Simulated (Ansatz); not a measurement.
## Two runs on Cu

System: Cu (Fm-3m, 16 atoms in the cell).
Method of run 1: DFT PBE, scalar-relativistic, plane waves, PAW, no spin polarisation (Ansatz 0.2.0).

The structure derives from a Materials Project entry. Text and figures count atoms from 1; the logs count them from 0 in places.

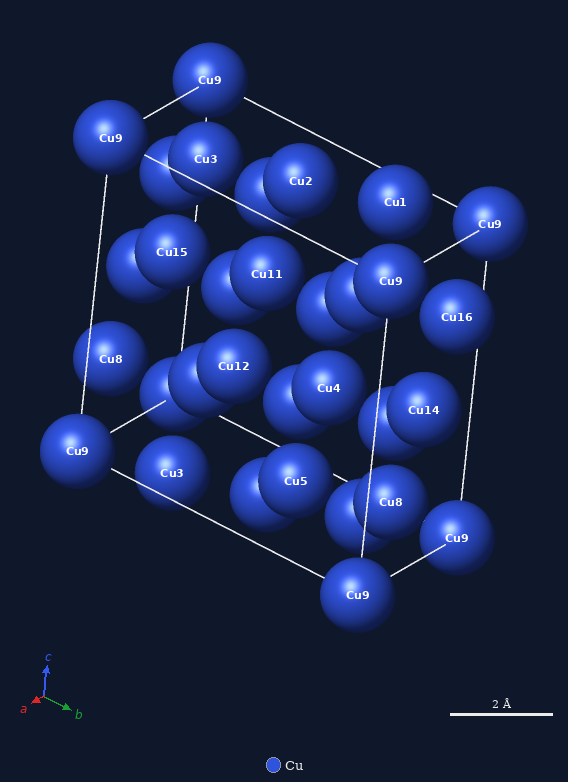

Figure 1. The input geometry (spheres-only view of the cell of the calculation, seen slightly off an axis; atoms are numbered from 1 in the order of the input).

## The input, run 1
```yaml
crystal:
  lattice:
    - [3.6298028171, 3.6298028171, -3.6298028171]
    - [-3.6298028171, -3.6298028171, -3.6298028171]
    - [-3.6298028171, 3.6298028171, 3.6298028171]
  atoms:
    - { symbol: Cu, position: [0.25, 0.75, 0.0] }
    - { symbol: Cu, position: [0.5, 0.5, 0.0] }
    - { symbol: Cu, position: [0.75, 0.25, 0.0] }
    - { symbol: Cu, position: [0.75, 0.75, 0.5] }
    - { symbol: Cu, position: [0.0, 0.75, 0.25] }
    - { symbol: Cu, position: [0.25, 0.5, 0.25] }
    - { symbol: Cu, position: [0.5, 0.25, 0.25] }
    - { symbol: Cu, position: [0.75, 0.0, 0.25] }
    - { symbol: Cu, position: [0.0, 0.0, 0.0] }
    - { symbol: Cu, position: [0.5, 0.75, 0.75] }
    - { symbol: Cu, position: [0.75, 0.5, 0.75] }
    - { symbol: Cu, position: [0.0, 0.5, 0.5] }
    - { symbol: Cu, position: [0.25, 0.25, 0.5] }
    - { symbol: Cu, position: [0.5, 0.0, 0.5] }
    - { symbol: Cu, position: [0.0, 0.25, 0.75] }
    - { symbol: Cu, position: [0.25, 0.0, 0.75] }
basis:
  ecutwfc: 420
  xc_grid: 2
kpoints:
  mp_grid: { grid: [5, 5, 5], shift: [0.0, 0.0, 0.0] }
hamiltonian:
  xc: pbe
scf:
  occupations: { method: gaussian, width: 0.1 }
output:
  forces: true
  stress: true
  eigenvalues: true
  write_density: true
  write_potential: true
  elf: true
  volumetric_format: npy
```

Launched with:
```bash
ansatz run input.yaml --threads 4 --pin off --max-ram 8192MiB --backend cpu --events-out ev --progress --plain --runs-dir out
```

Hardware: 4 threads of Intel Xeon @ 2.70GHz, 189 GiB of memory available, shared host.

## Output, shortened to warnings, some set-up lines, iterations and results (run 1)
```
Basis set: ecut = 420 eV, 3781 PW (Γ), exchange–correlation on 90×90×90 points (8 copies of the dense FFT grid, shifted against one another)
Symmetry: 768 space group operations
k-points: 10 of 125
Initial density: superposition of atomic densities (neutral atoms: chi_scale 0, normalization atom), corrected by the library's trained network
[...]
SCF iter   1: F=—  HF=-106002.807721 eV  |F-HF|=—  |Δ(HF+E_count)|=         —  Δρ=1.01e-3  dr2=8.18e-4  ethr=1.77e-3  ⟨swp⟩=4.9  Hψ=5720  notcnv=0  defer=81
SCF iter   2: F=—  HF=-106002.809140 eV  |F-HF|=—  |Δ(HF+E_count)|=   1.42e-3  Δρ=4.67e-4  dr2=1.61e-4  ethr=2.69e-7  ⟨swp⟩=3.3  Hψ=4452  notcnv=0  defer=111
SCF iter   3: F=—  HF=-106002.809502 eV  |F-HF|=—  |Δ(HF+E_count)|=   3.62e-4  Δρ=1.27e-4  dr2=1.69e-5  ethr=5.29e-8  ⟨swp⟩=2.0  Hψ=2408  notcnv=0  defer=111
SCF iter   4: F=—  HF=-106002.809518 eV  |F-HF|=—  |Δ(HF+E_count)|=   1.60e-5  Δρ=3.25e-5  dr2=6.87e-7  ethr=5.57e-9  ⟨swp⟩=2.1  Hψ=2524  notcnv=0  defer=111
SCF iter   5: F=—  HF=-106002.809518 eV  |F-HF|=—  |Δ(HF+E_count)|=   3.75e-7  Δρ=7.44e-6  dr2=4.68e-8  ethr=2.26e-10  ⟨swp⟩=2.1  Hψ=2735  notcnv=0  defer=111
SCF iter   6: F=-106002.809518 eV  HF=-106002.809518 eV  |F-HF|=5.60e-9  |Δ(HF+E_count)|=   1.38e-8  Δρ=3.21e-6  dr2=8.59e-9  ethr=1.54e-11  ⟨swp⟩=12.1  Hψ=12346  notcnv=0
SCF 1 converged in 6 iterations: F = -106002.809518 eV  dr2 = 8.59e-9
SCF converged after 6 iterations
Free energy (F): -106002.809518 eV
Harris-Foulkes:  -106002.809518 eV  (|F-HF|=5.60e-9)
Internal energy: -106002.786950 eV  (E = F + TS)
E sigma→0 (E₀):  -106002.798234 eV
Entropy (-TS):   -0.022568 eV (-1.411 meV/atom)
Fermi energy:    16.495723 eV
--- Per-component energies (eV) ---
  E_band       = -5818.364069
  E_kinetic    = 4796.823890
  E_local      = -65167.936559  (includes V_loc(G=0)·N_el)
  E_nonlocal   = 6239.033277
  E_hartree    = 28697.106334
  E_xc         = -1431.681440
  E_vxc        = -1847.470434  (∫ρ·V_xc dr)
  E_paw        = -26607.971217  (= ΣΔE_a)
  E_vpaw       = -7233.053626  (= ΣTr[D̂ρ^β])
  E_aug_tail   = 0.003906  (compensation charges beyond the density's cutoff)
  E_ewald      = -52528.165139
  E_smearing   = -0.022568  (= −TS)
  E_closure    = -0.000000  (closes the sum)
  Σ components = -106002.809518   (vs F -106002.809518, Δ=0.00e0)
--- Forces (eV/Å), atoms counted from 1 ---
  atom   1  Cu    -0.00000000    -0.00000000     0.00000000
  atom   2  Cu    -0.00000000     0.00000000     0.00000000
  atom   3  Cu    -0.00000000    -0.00000000    -0.00000000
  atom   4  Cu    -0.00000000     0.00000000     0.00000000
  atom   5  Cu    -0.00000000     0.00000000     0.00000000
  atom   6  Cu    -0.00000000     0.00000000    -0.00000000
  atom   7  Cu    -0.00000000    -0.00000000     0.00000000
  atom   8  Cu    -0.00000000    -0.00000000    -0.00000000
  atom   9  Cu    -0.00000000    -0.00000000    -0.00000000
  atom  10  Cu    -0.00000000     0.00000000     0.00000000
  atom  11  Cu    -0.00000000    -0.00000000     0.00000000
  atom  12  Cu    -0.00000000    -0.00000000     0.00000000
  atom  13  Cu    -0.00000000    -0.00000000     0.00000000
  atom  14  Cu    -0.00000000    -0.00000000     0.00000000
  atom  15  Cu    -0.00000000    -0.00000000     0.00000000
  atom  16  Cu    -0.00000000    -0.00000000    -0.00000000
  max |Σ_I F_I| component: 1.32e-27 eV/Å
--- Stress (GPa, compression-positive) ---
       -0.009787      -0.000000       0.000000
        0.000000      -0.009787       0.000000
       -0.000000      -0.000000      -0.009787
  P = ⅓ Tr σ = -0.0098 GPa (-0.098 kbar)
```

For run 2 the input was changed thus:
```diff
-  ecutwfc: 420
-  mp_grid: { grid: [5, 5, 5], shift: [0.0, 0.0, 0.0] }
+  mp_grid: { grid: [6, 6, 6], shift: [0.0, 0.0, 0.0] }
-  write_density: true
-  write_potential: true
-  elf: true
-  volumetric_format: npy
+accuracy: medium
```

How does run 2 compare with run 1?

The free energy of run 2 is 1.5 meV per atom lower, the joint effect of these numerical settings, which can't be told apart here. The number of SCF iterations is the same. The irreducible k-points go from 10 to 16.

## Output, shortened to warnings, some set-up lines, iterations and results (run 2)
```
Basis set: ecut = 420 eV, 3781 PW (Γ), exchange–correlation on 90×90×90 points (8 copies of the dense FFT grid, shifted against one another)
Symmetry: 768 space group operations
k-points: 16 of 216
Initial density: superposition of atomic densities (neutral atoms: chi_scale 0, normalization atom), corrected by the library's trained network
[...]
SCF iter   1: F=—  HF=-106002.831721 eV  |F-HF|=—  |Δ(HF+E_count)|=         —  Δρ=7.11e-4  dr2=2.22e-4  ethr=1.77e-3  ⟨swp⟩=4.9  Hψ=9509  notcnv=0  defer=144
SCF iter   2: F=—  HF=-106002.832981 eV  |F-HF|=—  |Δ(HF+E_count)|=   1.26e-3  Δρ=4.16e-4  dr2=8.92e-5  ethr=7.30e-8  ⟨swp⟩=3.4  Hψ=7813  notcnv=0  defer=178
SCF iter   3: F=—  HF=-106002.833410 eV  |F-HF|=—  |Δ(HF+E_count)|=   4.28e-4  Δρ=8.90e-5  dr2=4.68e-6  ethr=2.93e-8  ⟨swp⟩=2.0  Hψ=3942  notcnv=0  defer=122
SCF iter   4: F=—  HF=-106002.833415 eV  |F-HF|=—  |Δ(HF+E_count)|=   5.10e-6  Δρ=3.49e-5  dr2=1.53e-6  ethr=1.54e-9  ⟨swp⟩=2.3  Hψ=4952  notcnv=0  defer=122
SCF iter   5: F=-106002.833415 eV  HF=-106002.833415 eV  |F-HF|=7.77e-8  |Δ(HF+E_count)|=   2.33e-9  Δρ=9.62e-6  dr2=9.95e-8  ethr=5.03e-10  ⟨swp⟩=2.0  Hψ=3916  notcnv=0  …
SCF iter   6: F=-106002.833415 eV  HF=-106002.833415 eV  |F-HF|=2.47e-10  |Δ(HF+E_count)|=   8.88e-8  Δρ=2.40e-6  dr2=6.96e-9  ethr=3.27e-11  ⟨swp⟩=6.5  Hψ=11388  notcnv=0
SCF 1 converged in 6 iterations: F = -106002.833415 eV  dr2 = 6.96e-9
SCF converged after 6 iterations
Free energy (F): -106002.833415 eV
Harris-Foulkes:  -106002.833415 eV  (|F-HF|=2.47e-10)
Internal energy: -106002.820234 eV  (E = F + TS)
E sigma→0 (E₀):  -106002.826824 eV
Entropy (-TS):   -0.013182 eV (-0.824 meV/atom)
Fermi energy:    16.477020 eV
--- Per-component energies (eV) ---
  E_band       = -5819.703466
  E_kinetic    = 4796.612919
  E_local      = -65165.615581  (includes V_loc(G=0)·N_el)
  E_nonlocal   = 6238.087064
  E_hartree    = 28695.165770
  E_xc         = -1431.739909
  E_vxc        = -1847.548642  (∫ρ·V_xc dr)
  E_paw        = -26607.169263  (= ΣΔE_a)
  E_vpaw       = -7231.589871  (= ΣTr[D̂ρ^β])
  E_aug_tail   = 0.003906  (compensation charges beyond the density's cutoff)
  E_ewald      = -52528.165139
  E_smearing   = -0.013182  (= −TS)
  E_closure    = -0.000000  (closes the sum)
  Σ components = -106002.833415   (vs F -106002.833415, Δ=0.00e0)
--- Forces (eV/Å), atoms counted from 1 ---
  atom   1  Cu    -0.00000000    -0.00000000     0.00000000
  atom   2  Cu     0.00000000     0.00000000     0.00000000
  atom   3  Cu     0.00000000     0.00000000    -0.00000000
  atom   4  Cu    -0.00000000    -0.00000000    -0.00000000
  atom   5  Cu    -0.00000000    -0.00000000     0.00000000
  atom   6  Cu     0.00000000    -0.00000000    -0.00000000
  atom   7  Cu    -0.00000000    -0.00000000     0.00000000
  atom   8  Cu    -0.00000000    -0.00000000     0.00000000
  atom   9  Cu    -0.00000000    -0.00000000     0.00000000
  atom  10  Cu     0.00000000     0.00000000    -0.00000000
  atom  11  Cu     0.00000000    -0.00000000    -0.00000000
  atom  12  Cu    -0.00000000     0.00000000     0.00000000
  atom  13  Cu    -0.00000000    -0.00000000     0.00000000
  atom  14  Cu     0.00000000     0.00000000     0.00000000
  atom  15  Cu    -0.00000000    -0.00000000     0.00000000
  atom  16  Cu    -0.00000000    -0.00000000    -0.00000000
  max |Σ_I F_I| component: 7.14e-26 eV/Å
--- Stress (GPa, compression-positive) ---
       -0.103140      -0.000000       0.000000
        0.000000      -0.103140       0.000000
       -0.000000      -0.000000      -0.103140
  P = ⅓ Tr σ = -0.1031 GPa (-1.031 kbar)
```

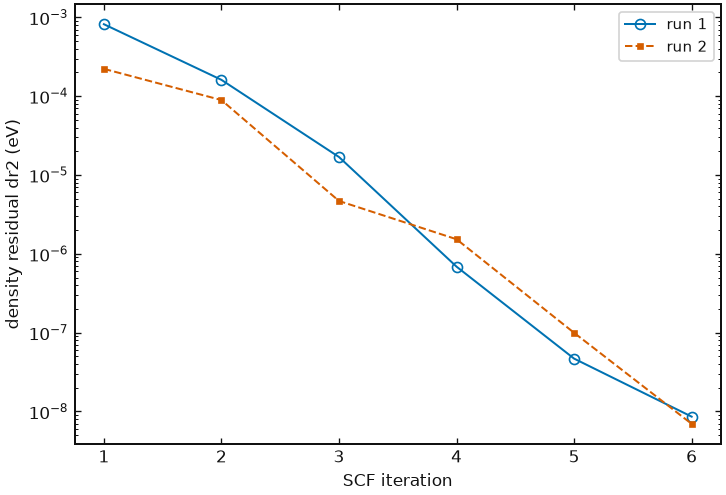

Figure 2. Convergence of the two runs: density residual dr2 against the SCF iteration. Run 1 takes 6 iterations in all, and run 2 takes 6.

## The two runs side by side

| quantity | run 1 | run 2 |
| --- | --- | --- |
| outcome | converged | converged |
| free energy per atom (eV) | −6625.1756 | −6625.1771 |
| energy per atom, smearing taken to zero (eV) | −6625.1749 | −6625.1767 |
| gap on the mesh (eV) | 0.00 | 0.00 |
| pressure (GPa) | −0.01 | −0.10 |
| largest force (eV/Å) | 0.000 | 0.000 |
| SCF iterations | 6 | 6 |
| irreducible k-points | 10 | 16 |
| plane waves at Γ | 3781 | 3781 |
| wall time (shared host) | 8.5 s | 8.3 s |
